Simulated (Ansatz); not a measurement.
ZnS4

Input

```
crystal:
  lattice:
    - [3.2076291106, -2.4056755075, -0.0149701244]
    - [3.2076291106, 2.4056755075, -0.0149701244]
    - [-2.2463935017, 0.0, 7.1670728105]
  atoms:
    - { symbol: Zn, position: [0.0318078489, 0.9681921511, 0.0] }
    - { symbol: S, position: [0.439370869, 1.0031059254, 0.8228737142] }
    - { symbol: S, position: [0.6616211561, 0.6316939486, 0.5930341765] }
    - { symbol: S, position: [-0.0031059254, 0.560629131, 0.1771262858] }
    - { symbol: S, position: [0.3683060514, 0.3383788439, 0.4069658235] }
basis:
  ecutwfc: 500
kpoints:
  mp_grid: { grid: [8, 8, 4] }
  band_path:
    path:
      - [[0.0, 0.0, 0.0], [-0.40488685, 0.40488685, 0.0]]
      - [[-0.59511315, -0.40488685, 0.0], [-0.5, -0.5, 0.0], [0.0, 0.0, 0.0], [-0.5, -0.5, 0.5], [-0.63526936, -0.36473064, 0.5]]
      - [[-0.36473064, 0.36473064, 0.5], [0.0, 0.0, 0.5], [0.0, 0.0, 0.0]]
      - [[-0.5, 0.0, 0.5], [0.0, 0.0, 0.0], [-0.5, 0.0, 0.0]]
    npoints: 14
hamiltonian:
  xc: r2scan
scf:
  occupations: { method: gaussian, width: 0.02 }
  n_extra_bands: 12
output:
  forces: true
  stress: true
  eigenvalues: true
  populations: true
  dos: { projected: true, de: 0.02, nscf_kmesh: { grid: [12, 12, 6] } }
  bader: true
  write_density: true
  write_potential: true
  elf: true
  volumetric_format: npy
```

Run with:

```sh
ansatz run input.yaml --threads 1 --pin off --max-ram 2560MiB --backend cpu --events-out ev --progress --plain --runs-dir out
```

Below, planes, directions and counts refer to the conventional cell (a = 6.42 Å, b = 4.81 Å, c = 7.51 Å, α = 90.00°, β = 107.67°, γ = 90.00°).

Space group C2; a generated structure, not necessarily the stable one.

The calculation used DFT r2SCAN, scalar-relativistic, plane waves, PAW (Ansatz).

Core electrons are frozen (PAW), and the valence fields are smoothed inside the atomic spheres.

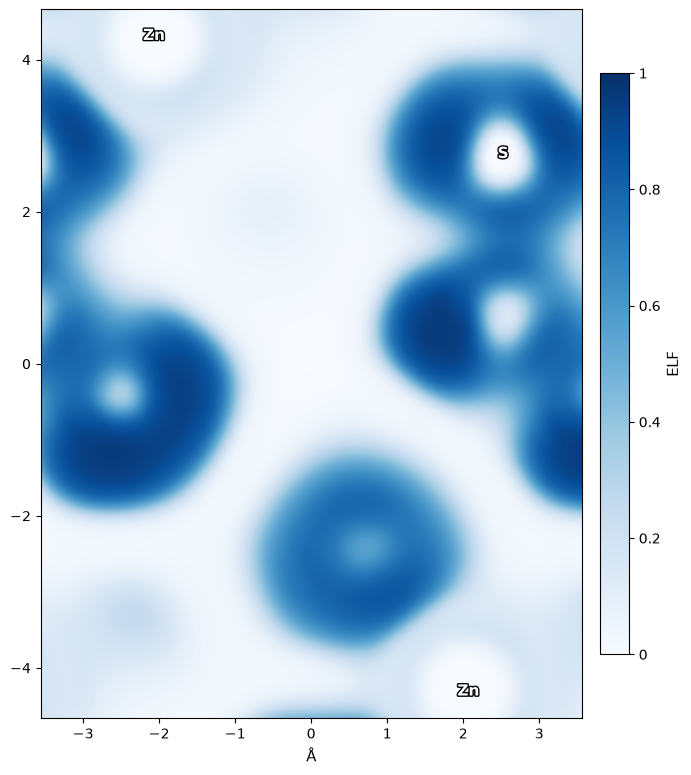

Figure 1. ELF on the (011) plane of the conventional cell.

### What does the map show?

The section cuts through Zn and S sites. Atoms just off the plane (S, 0.3 Å away) can leave unmarked features too. The ELF also peaks beside S, away from the bonds: lone-pair regions.

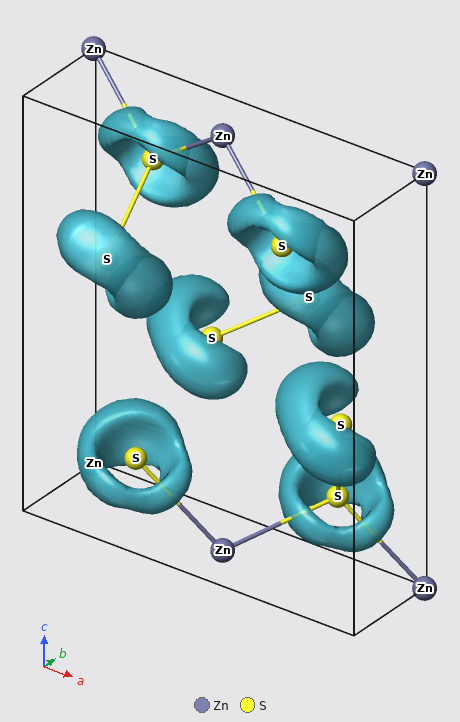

Figure 2. Isosurface of the ELF at 0.85 (cyan), seen slightly off an axis. Only the valence region is drawn (cores and ρ < 0.01 e/Å³ removed). Sticks mark near contacts.

### Describe the localisation domains.

The surface consists of four lobes on S, pointing away from the bonds (lone pairs) and four regions wrapped around S (the valence shell of each), counted in one cell of 10 atoms. Any copies at cell faces, edges or corners count once. Profiles from the grid: S–S (1.97 Å): the ELF peaks at about 0.80 between the atoms (a covalent bond). Zn–S (2.39 Å): the ELF peaks at about 0.90 in the valence shell of S, 0.8 Å from its nucleus, and is about 0.55 at the midpoint.

### What Bader charges does the calculation give?

Electrons move from Zn towards S. Bader charges: Zn +0.96 and S −0.53 to +0.05 e.

### Does the calculation make it a metal, or give it a gap?

It is gapped, with a Kohn–Sham gap of 1.7 eV on the k-point mesh (the band edges may lie off the mesh, which would make the gap smaller).
